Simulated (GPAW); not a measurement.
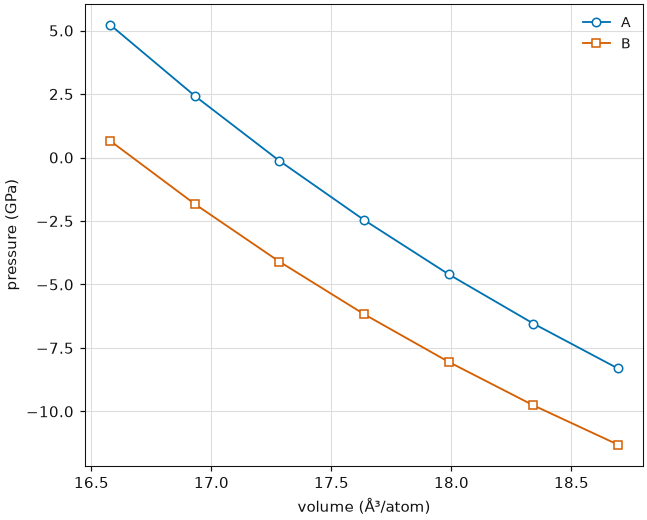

The figure shows the pressure against volume, with one curve for each functional, for Ti (space group P6_3/mmc). The labels are replaced by letters. In alphabetical order the cases are: PBEsol; r2SCAN.

Calculation (GPAW 26.7.0): PAW DFT in plane waves, on a grid or in atomic orbitals, no spin polarisation; energies at scaled volumes of the given cell, shape and fractions fixed, counted from the fit's minimum, third-order Birch-Murnaghan fit. All runs: no spin polarisation.

```
       setting        value
   occupations  Fermi–Dirac
smearing width      0.05 eV
   wave cutoff       600 eV
```

**Which letter stands for which functional?**

A: r2SCAN; B: PBEsol.

Keep in mind: the fit and the printed pressures don't fully agree, or the minimum lies near the end of the range (r2SCAN); shape and atomic fractions are frozen while scaling, which makes layered, chain and framework solids too stiff.
